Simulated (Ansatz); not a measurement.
## CuO: single-point calculation

CuO (4 atoms in the cell), computed with DFT r2SCAN+U, scalar-relativistic, plane waves, PAW, Ueff = 4 eV on Cu d, spin-polarised (Ansatz 0.2.0).

The structure derives from a Materials Project entry. Figures and captions count atoms from 1; the log counts them from 0 in places.

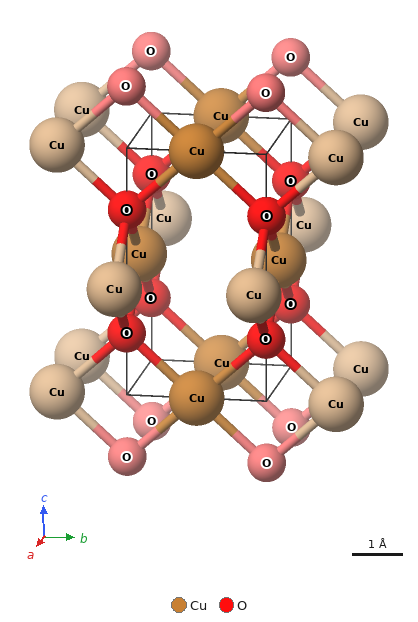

**Figure 1.** The input geometry (ball-and-stick view of the cell of the calculation, seen slightly off an axis; neighbours outside the cell are drawn fainter). An atom can appear more than once, as a periodic image.

### Key numbers

```tsv
quantity	value
outcome	converged
space group (tolerance 0.01 Å)	C2/c (15)
electrons treated	50
free energy	−14396.0834 eV
Fermi energy	11.184 eV
gap on the k-point mesh	0.89 eV
net moment of the cell	0.00 μB
integrated absolute moment	1.70 μB
pressure	1.49 GPa
largest force (length of the vector)	0.016 eV/Å
hardware	1 thread of Intel Xeon @ 2.70GHz, 189 GiB of memory available, shared host
wall time	55 s
peak memory	0.68 GiB
```

### Notes

The electronic state found may not be the lowest one. Warnings of the run: the state was not tested for a lower one.

### Input
```yaml
crystal:
  lattice:
    - [2.8795009639, 0.0, 0.0]
    - [0.039072758, 2.8792794796, 0.0]
    - [0.0174953863, 0.0172449008, 5.1763391994]
  atoms:
    - { symbol: Cu, position: [0.5, 0.0, 0.5], spin: -1.0 }
    - { symbol: Cu, position: [0.0, 0.5, 0.0], spin: 1.0 }
    - { symbol: O, position: [0.00157603, 0.99832822, 0.2501129] }
    - { symbol: O, position: [0.99842397, 0.00167178, 0.7498871] }
basis:
  ecutwfc: 500
kpoints:
  mp_grid: { grid: [6, 6, 4] }
hamiltonian:
  xc: r2scan
  hubbard: { sites: [{ species: Cu, l: d, u_eff: 4.0 }] }
scf:
  occupations: { method: gaussian, width: 0.1 }
  lower_state_search: "off"
output:
  forces: true
  stress: true
  eigenvalues: true
  populations: true
magnetization:
  spin_polarized: true
```

Command:
```bash
ansatz run input.yaml --threads 1 --pin off --max-ram 2560MiB --backend cpu --events-out ev --progress --plain --runs-dir out
```

### The program's output
```
Cu: projections on atomic orbitals take those of the free atom [Ne] 3s2 3p6 3d10 4s1, of charge +0.00 (hamiltonian.pseudopotentials.projection_atoms); the dataset's partial waves leave at most 2.0e-6 of an orbital's norm unspanned inside its sphere
O: projections on atomic orbitals take those of the free atom [He] 2s2 2p4, of charge +0.00 (hamiltonian.pseudopotentials.projection_atoms); the dataset's partial waves leave at most 1.9e-8 of an orbital's norm unspanned inside its sphere
Engine: ansatz 0.2.0, x86_64-unknown-linux-gnu
Pseudopotentials: kind: paw
Pseudopotential: Cu, paw, valence charge 19, recommended cutoff 500 eV (meta_gga), Cu.paw.azcp
Pseudopotential: O, paw, valence charge 6, recommended cutoff 500 eV (meta_gga), O.paw.azcp
Functional definition: r2SCAN
  parameter k0 = 0.174
  parameter k1 = 0.065
  parameter a1 = 4.9479
  exchange = r2scan_x(k0 = k0, k1 = k1, a1 = a1)
  correlation = r2scan_c
Crystal: 4 atoms, lattice volume = 42.916 Å³
Basis set: ecut = 500 eV, 1087 PW (Γ), exchange–correlation on 96×96×160 points (64 copies of the dense FFT grid, shifted against one another)
Bands: 32, of which v1, the nominal top of the filled ones, is band 25 counted from 1 (24 counted from 0)
Symmetry: 2 space group operations
Space group: P-1 (ITA 2), of the structure as read, at distance tolerance 3.5e-5 Å
Magnetic group: BNS 2.4 (UNI 4), of the structure as read, at distance tolerance 3.5e-5 Å
k-points: 76 of 144
Non-local potential: Cu, projectors of the file, l = 0: 3, l = 1: 2, l = 2: 3, l = 3: 1
Non-local potential: O, projectors of the file, l = 0: 2, l = 1: 2, l = 2: 1
PAW form: soft (Blöchl's): semilocal exchange-correlation on the pseudo side does not see the compensation charge
PAW frozen core: Cu, regenerated for the run's functional (the file was generated under x = pbe(κ = 0.804, μ = 0.2195149727645171), c = pbe(β = 0.06672455060314922))
PAW frozen core: O, regenerated for the run's functional (the file was generated under x = pbe(κ = 0.804, μ = 0.2195149727645171), c = pbe(β = 0.06672455060314922))
PAW one-centre angular grid: Cu, 590 points (default); XC on 160 Gauss nodes
PAW one-centre angular grid: O, 302 points (default); XC on 160 Gauss nodes
Initial density: superposition of atomic densities (chi_scale 0.1, normalization cell, long waves kept (reshape's long-wave potential 0.00 eV rms))
Starting moments: Σ|m| = 2 μB on 2 of 4 sites
Starting magnetic order: compensated ferrimagnet; no operation exchanges its spin sublattices
Initial wavefunctions: pseudopotential atomic-orbital guess
Functional: x = r2scan, c = r2scan; τ floored in thin density (d = 2e-4 eV/Å³)
iter 1 solved again at ethr=2.48e-3 eV; its pass at ethr=3.10e-3 eV (dr2=1.24e0 eV) is discarded
SCF iter   1: F=-14394.330360 eV  HF=-14394.512758 eV  |F-HF|=1.82e-1  |Δ(HF+E_count)|=         —  Δρ=8.60e-2 (↑8.58e-2 ↓8.60e-2)  dr2=1.25e0  dr2_τ=2.85e-2  dr2_m=2.39e0  M=0.000 μB ∫|m|=0.614 μB  β_m=0.30  ethr=2.48e-3  ⟨swp⟩=1.6  Hψ=24092  notcnv=0
preconditioner: auto → Kerker (q_TF=auto, 2.799 Å⁻¹)  [metal: Δε(μ)=0.087 eV  Ē_g=15.127 eV  σ=0.100 eV  W_gap=0.39  n_scr=16 (ndim 8)  ℏωp=33.1 eV  f_vac=0.003  D(μ)=0.95/eV (n_scr^D=2)]
spin=Collinear: Kerker preconditioning applied to the charge; magnetization (m = ρ↑ − ρ↓) channel mixes plain (no charge-response kernel on spin).
SCF iter   2: F=-14395.506329 eV  HF=-14394.827239 eV  |F-HF|=6.79e-1  |Δ(HF+E_count)|=   3.14e-1  Δρ=5.01e-2 (↑5.01e-2 ↓5.01e-2)  dr2=1.75e-1  dr2_τ=1.31e-2  dr2_m=8.37e-1  M=-0.000 μB ∫|m|=0.794 μB  β_m=0.30  ethr=2.48e-3  ⟨swp⟩=2.1  Hψ=8041  notcnv=0  defer=2  κ⁻¹=1.0e0(r=1)
SCF iter   3: F=-14395.615845 eV  HF=-14395.200772 eV  |F-HF|=4.15e-1  |Δ(HF+E_count)|=   3.74e-1  Δρ=3.22e-2 (↑3.22e-2 ↓3.22e-2)  dr2=1.52e-1  dr2_τ=4.86e-3  dr2_m=3.02e-1  M=-0.000 μB ∫|m|=0.919 μB  β_m=0.30  ethr=3.50e-4  ⟨swp⟩=2.5  Hψ=8987  notcnv=0  defer=235  κ⁻¹=5.1e-3(r=2)
SCF iter   4: F=-14395.751461 eV  HF=-14395.542756 eV  |F-HF|=2.09e-1  |Δ(HF+E_count)|=   3.42e-1  Δρ=1.56e-2 (↑1.56e-2 ↓1.54e-2)  dr2=2.23e-2  dr2_τ=1.57e-3  dr2_m=8.49e-2  M=0.001 μB ∫|m|=1.076 μB  β_m=0.30  ethr=3.05e-4  ⟨swp⟩=2.1  Hψ=8533  notcnv=0  defer=235  κ⁻¹=2.8e-3(r=3)
SCF iter   5: F=-14395.853178 eV  HF=-14395.674549 eV  |F-HF|=1.79e-1  |Δ(HF+E_count)|=   1.32e-1  Δρ=1.23e-2 (↑1.23e-2 ↓1.23e-2)  dr2=6.62e-2  dr2_τ=9.34e-4  dr2_m=4.24e-2  M=0.002 μB ∫|m|=1.269 μB  β_m=1.00  ethr=4.47e-5  ⟨swp⟩=2.4  Hψ=9214  notcnv=0  defer=284  κ⁻¹=3.1e-4(r=4)
SCF iter   6: F=-14395.944904 eV  HF=-14395.778333 eV  |F-HF|=1.67e-1  |Δ(HF+E_count)|=   1.04e-1  Δρ=1.07e-2 (↑1.05e-2 ↓1.07e-2)  dr2=6.81e-2  dr2_τ=3.31e-4  dr2_m=2.75e-2  M=0.001 μB ∫|m|=1.461 μB  β_m=1.00  ethr=4.47e-5  ⟨swp⟩=2.0  Hψ=10155  notcnv=0  defer=310  κ⁻¹=1.6e-4(r=5)
SCF iter   7: F=-14395.957901 eV  HF=-14395.877487 eV  |F-HF|=8.04e-2  |Δ(HF+E_count)|=   9.92e-2  Δρ=1.23e-2 (↑1.22e-2 ↓1.23e-2)  dr2=1.64e-1  dr2_τ=5.30e-4  dr2_m=1.70e-2  M=0.000 μB ∫|m|=1.584 μB  β_m=1.00  ethr=4.47e-5  ⟨swp⟩=2.0  Hψ=9604  notcnv=0  defer=318  κ⁻¹=9.2e-5(r=6)
SCF iter   8: F=-14395.920292 eV  HF=-14395.952987 eV  |F-HF|=3.27e-2  |Δ(HF+E_count)|=   7.55e-2  Δρ=1.29e-2 (↑1.29e-2 ↓1.29e-2)  dr2=2.10e-1  dr2_τ=7.06e-4  dr2_m=5.32e-3  M=0.000 μB ∫|m|=1.640 μB  β_m=1.00  ethr=4.47e-5  ⟨swp⟩=2.0  Hψ=9639  notcnv=0  defer=318  κ⁻¹=3.8e-5(r=7)
SCF iter   9: F=-14395.841591 eV  HF=-14396.042764 eV  |F-HF|=2.01e-1  |Δ(HF+E_count)|=   8.98e-2  Δρ=1.68e-2 (↑1.67e-2 ↓1.68e-2)  dr2=3.62e-1  dr2_τ=1.22e-3  dr2_m=5.06e-3  M=0.000 μB ∫|m|=1.687 μB  β_m=0.30  ethr=4.47e-5  ⟨swp⟩=2.0  Hψ=5636  notcnv=0  defer=318
Mixer restart at iter 9: flushing history
spin-set hold released at iteration 9 (site moments contracting): the magnetisation degrees of freedom join the quasi-Newton model from the next iteration; the mixer history was flushed
SCF iter  10: F=-14396.047745 eV  HF=-14396.042377 eV  |F-HF|=5.37e-3  |Δ(HF+E_count)|=   3.87e-4  Δρ=6.96e-3 (↑6.96e-3 ↓6.94e-3)  dr2=7.25e-2  dr2_τ=6.37e-4  dr2_m=1.02e-3  M=0.000 μB ∫|m|=1.677 μB  β_m=0.30  ethr=4.47e-5  ⟨swp⟩=2.0  Hψ=9872  notcnv=0  defer=320  κ⁻¹=1.0e0(r=1)
SCF iter  11: F=-14396.075281 eV  HF=-14396.070804 eV  |F-HF|=4.48e-3  |Δ(HF+E_count)|=   2.84e-2  Δρ=4.16e-3 (↑4.16e-3 ↓4.15e-3)  dr2=2.10e-2  dr2_τ=1.04e-4  dr2_m=1.28e-3  M=0.000 μB ∫|m|=1.692 μB  β_m=0.30  ethr=4.47e-5  ⟨swp⟩=2.3  Hψ=9210  notcnv=0  defer=326  κ⁻¹=3.4e-2(r=2)
SCF iter  12: F=-14396.080944 eV  HF=-14396.081674 eV  |F-HF|=7.30e-4  |Δ(HF+E_count)|=   1.09e-2  Δρ=3.10e-3 (↑3.10e-3 ↓3.08e-3)  dr2=8.04e-3  dr2_τ=7.79e-5  dr2_m=1.38e-3  M=0.000 μB ∫|m|=1.708 μB  β_m=0.30  ethr=4.21e-5  ⟨swp⟩=2.4  Hψ=7652  notcnv=0  defer=326  κ⁻¹=3.5e-3(r=3)
SCF iter  13: F=-14396.082860 eV  HF=-14396.081749 eV  |F-HF|=1.11e-3  |Δ(HF+E_count)|=   7.47e-5  Δρ=1.50e-3 (↑1.50e-3 ↓1.49e-3)  dr2=1.20e-3  dr2_τ=2.28e-5  dr2_m=3.74e-4  M=0.000 μB ∫|m|=1.723 μB  β_m=0.30  ethr=1.61e-5  ⟨swp⟩=2.0  Hψ=8768  notcnv=0  defer=326  κ⁻¹=1.1e-3(r=4)
SCF iter  14: F=-14396.083257 eV  HF=-14396.082739 eV  |F-HF|=5.18e-4  |Δ(HF+E_count)|=   9.90e-4  Δρ=7.96e-4 (↑7.86e-4 ↓7.96e-4)  dr2=4.86e-4  dr2_τ=3.42e-6  dr2_m=5.58e-7  M=0.000 μB ∫|m|=1.723 μB  β_m=0.30  ethr=2.39e-6  ⟨swp⟩=2.0  Hψ=8417  notcnv=0  defer=326  κ⁻¹=1.0e-4(r=5)
SCF iter  15: F=-14396.083374 eV  HF=-14396.083371 eV  |F-HF|=2.40e-6  |Δ(HF+E_count)|=   6.32e-4  Δρ=4.28e-4 (↑4.22e-4 ↓4.28e-4)  dr2=1.40e-4  dr2_τ=1.23e-6  dr2_m=2.17e-5  M=0.000 μB ∫|m|=1.719 μB  β_m=0.30  ethr=9.72e-7  ⟨swp⟩=2.0  Hψ=8794  notcnv=0  defer=326  κ⁻¹=3.3e-5(r=6)
SCF iter  16: F=-14396.083382 eV  HF=-14396.083394 eV  |F-HF|=1.15e-5  |Δ(HF+E_count)|=   2.25e-5  Δρ=2.84e-4 (↑2.83e-4 ↓2.84e-4)  dr2=5.82e-5  dr2_τ=3.84e-7  dr2_m=1.46e-5  M=0.000 μB ∫|m|=1.718 μB  β_m=0.30  ethr=2.80e-7  ⟨swp⟩=1.0  Hψ=5146  notcnv=0  defer=326  κ⁻¹=2.5e-5(r=7)
SCF iter  17: F=-14396.083402 eV  HF=-14396.083393 eV  |F-HF|=8.53e-6  |Δ(HF+E_count)|=   7.52e-7  Δρ=1.17e-4 (↑1.13e-4 ↓1.17e-4)  dr2=7.22e-6  dr2_τ=7.03e-8  dr2_m=1.31e-6  M=0.000 μB ∫|m|=1.717 μB  β_m=0.30  ethr=1.16e-7  ⟨swp⟩=2.0  Hψ=6821  notcnv=0  defer=326  κ⁻¹=3.0e-7(r=8)
SCF iter  18: F=-14396.083404 eV  HF=-14396.083404 eV  |F-HF|=5.31e-7  |Δ(HF+E_count)|=   1.13e-5  Δρ=4.15e-5 (↑4.02e-5 ↓4.15e-5)  dr2=1.37e-6  dr2_τ=1.46e-8  dr2_m=2.04e-8  M=0.000 μB ∫|m|=1.718 μB  β_m=0.30  ethr=1.44e-8  ⟨swp⟩=2.0  Hψ=8360  notcnv=0  defer=326  κ⁻¹=2.7e-6(r=8)
SCF iter  19: F=-14396.083404 eV  HF=-14396.083404 eV  |F-HF|=6.80e-7  |Δ(HF+E_count)|=   1.29e-8  Δρ=2.97e-5 (↑2.88e-5 ↓2.97e-5)  dr2=8.51e-7  dr2_τ=6.40e-9  dr2_m=3.28e-8  M=0.000 μB ∫|m|=1.718 μB  β_m=0.30  ethr=2.73e-9  ⟨swp⟩=2.6  Hψ=7273  notcnv=0  defer=326  κ⁻¹=1.2e-6(r=8)
SCF iter  20: F=-14396.083404 eV  HF=-14396.083404 eV  |F-HF|=1.42e-9  |Δ(HF+E_count)|=   3.23e-7  Δρ=6.70e-6 (↑6.65e-6 ↓6.70e-6)  dr2=4.26e-8  dr2_τ=5.02e-10  dr2_m=5.95e-10  M=0.000 μB ∫|m|=1.718 μB  ethr=2.00e-10  ⟨swp⟩=7.5  Hψ=21273  notcnv=0
SCF 1 converged in 20 iterations: F = -14396.083404 eV  dr2 = 4.26e-8
  greatest PAW one-centre occupation: 1.000 electrons in one spin orbital (limit 2), on the Cu atom at site 1 (counted from 0), in its partial waves of l = 0
```

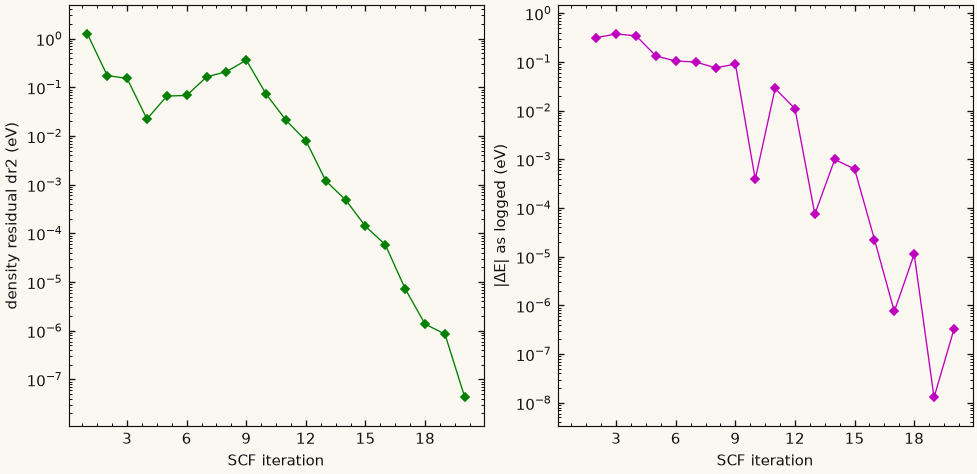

**Figure 2.** Convergence of the self-consistent field: density residual dr2 and size of the energy change against the SCF iteration. The residual falls unevenly and jumps up by a factor of two or more 2 times on the way down.

```
this state was not tested for a lower state beside it, because the mixer in use, unlike msr1, does not test its closes by its own steps (another_mixer; see scf.mixing.algorithm and scf.lower_state_search)
SCF converged after 20 iterations
Magnetization: 0.0000 μB (25.0000 up, 25.0000 down)
Absolute magnetization: 1.7018 μB (∫|ρ↑−ρ↓|, with the PAW one-centre terms)
Spin contamination: 0.9312 ħ² per cell (⟨S²⟩ above its minimum at these occupations)
Per-site moments (μB) at R_I (Å): [(-0.6444829935773084, 0.7983571883277322), (0.6443344903213515, 0.7986000271989621), (0.00014657664615195625, 0.7983571883277322), (0.00014657664615190188, 0.7983571883277323)]
Free energy (F): -14396.083404 eV
Harris-Foulkes:  -14396.083404 eV  (|F-HF|=1.42e-9)
Internal energy: -14396.083404 eV  (E = F + TS)
E sigma→0 (E₀):  -14396.083404 eV
Fermi energy:    11.183566 eV
--- Per-component energies (eV) ---
  E_band       = -1012.706722
  E_kinetic    = 943.802607
  E_local      = -10031.201119  (includes V_loc(G=0)·N_el)
  E_nonlocal   = 879.051252
  E_hartree    = 4345.377674
  E_xc         = -312.166515
  E_vxc        = -456.171952  (∫ρ·V_xc dr)
  E_hubbard    = 1.271453  (on-site DFT+U / exact-exchange correction)
  E_vhub       = -34.663129  (the Hubbard potential's part of the band-sum identity)
  E_paw        = -3665.856825  (= ΣΔE_a)
  E_vpaw       = -1034.700429  (= ΣTr[D̂ρ^β])
  E_aug_tail   = 0.002364  (compensation charges beyond the density's cutoff)
  E_vtau       = 30.402612  (kinetic-family band-sum trace: ∫τ·v_τ [+ j·A + Jᵃ·Aᵃ] dr)
  E_ewald      = -6555.698196
  E_core_change = -0.666098  (= ΣΔE_core)
  E_smearing   = -0.000000  (= −TS)
  E_closure    = -0.000000  (closes the sum)
  Σ components = -14396.083404   (vs F -14396.083404, Δ=0.00e0)
--- Forces (eV/Å), atoms counted from 1 ---
  atom   1  Cu     0.00000000     0.00000000     0.00000000
  atom   2  Cu     0.00000000     0.00000000     0.00000000
  atom   3  O     -0.00013476     0.00179427    -0.01618691
  atom   4  O      0.00013476    -0.00179427     0.01618691
  max |Σ_I F_I| component: 0.00e0 eV/Å
--- Stress (GPa, compression-positive) ---
        1.250638       0.031184       0.008120
        0.031191       1.151276       0.026033
        0.008135       0.026048       2.059083
  P = ⅓ Tr σ = 1.4870 GPa (14.870 kbar)
--- Band table (eV; the first three rows and the last of 152) ---
  k-point 0 ↑: bands = ["-106.5170", "-105.2924", "-62.6773", "-62.6681", "-61.5690", "-61.1988", "-61.1034", "-61.0932", "-9.6817", "-8.3132", "2.1240", "3.2819", "5.0523", "5.2910", "5.3191", "5.8928", "6.0553", "6.3325", "6.5982", "7.2081", "7.2578", "7.7505", "8.0226", "8.6337", "10.7261", "12.7939", "13.0278", "17.9035", "19.0667", "25.4285", "26.6017", "26.6576"]
  k-point 1 ↑: bands = ["-106.5168", "-105.2923", "-62.6773", "-62.6681", "-61.5690", "-61.1988", "-61.1034", "-61.0932", "-9.5110", "-8.5511", "2.6596", "3.3015", "4.8687", "5.2724", "5.3824", "5.8994", "6.0565", "6.0714", "6.5967", "6.7800", "7.1572", "7.9263", "8.2460", "8.5485", "10.4274", "12.8312", "13.6105", "16.5741", "20.8482", "25.6193", "25.8913", "26.9298"]
  k-point 2 ↑: bands = ["-106.5167", "-105.2922", "-62.6773", "-62.6681", "-61.5690", "-61.1988", "-61.1034", "-61.0932", "-9.0665", "-9.0607", "3.3221", "3.8880", "3.9061", "5.2740", "5.5051", "5.8760", "5.9334", "6.0579", "6.4379", "6.5952", "7.2190", "7.2327", "8.8185", "8.9232", "9.9820", "12.6174", "14.9498", "15.1573", "23.4413", "23.4807", "26.1948", "26.2357"]
  k-point 75 ↓: bands = ["-106.5147", "-105.2918", "-62.6892", "-62.6650", "-61.5785", "-61.2114", "-61.1189", "-61.0918", "-8.3257", "-8.1399", "3.8539", "4.1046", "4.2451", "4.2794", "4.5565", "5.4949", "5.9760", "5.9843", "6.1026", "6.4030", "7.8597", "7.9051", "7.9871", "8.4607", "8.9607", "12.1903", "15.3776", "15.5127", "22.6617", "22.8404", "23.2935", "23.3196"]
Occupation matrices written to [file]
--- Löwdin populations: 4 sites ---
  site symbol       q [e]    m [muB]
     0     Cu     17.8738    -0.5751
     1     Cu     17.8742     0.5749
     2      O      7.0063     0.0001
     3      O      7.0063     0.0001
  spilling = 0.004787 (of n_electrons = 50.000000)
```

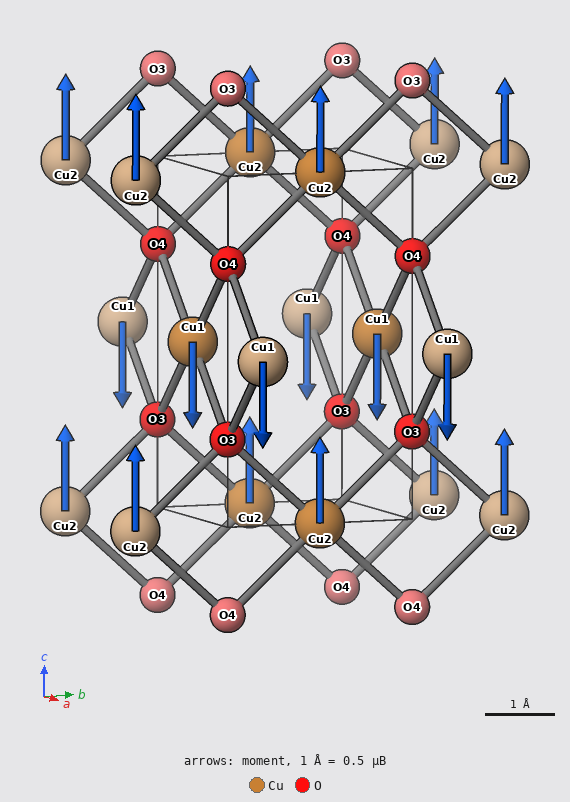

**Figure 3.** Magnetic moments of the sites as blue arrows (ball-and-stick view of the cell of the calculation, seen slightly off an axis; neighbours outside the cell are drawn fainter; atoms are numbered from 1 in the order of the input); small moments hardly show. The run is collinear, so the axis drawn is arbitrary. Site moments: Cu1 (−0.64 μB); Cu2 (0.64 μB). They are counted near the atoms and needn't add up to the moment of the cell.

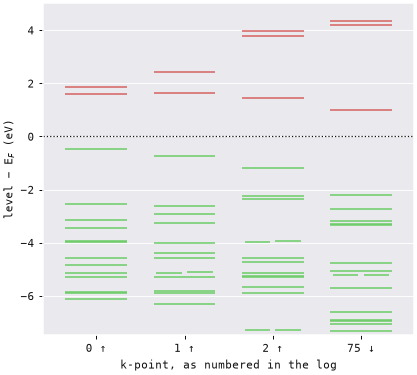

**Figure 4.** Kohn–Sham levels near the Fermi level (dotted) at the few k-points that the log prints; levels within 0.02 eV of each other stand side by side. Among these points the highest filled and lowest empty levels are 1.46 eV apart; the gap on the full mesh, 0.89 eV, has an edge at a point that isn't printed.
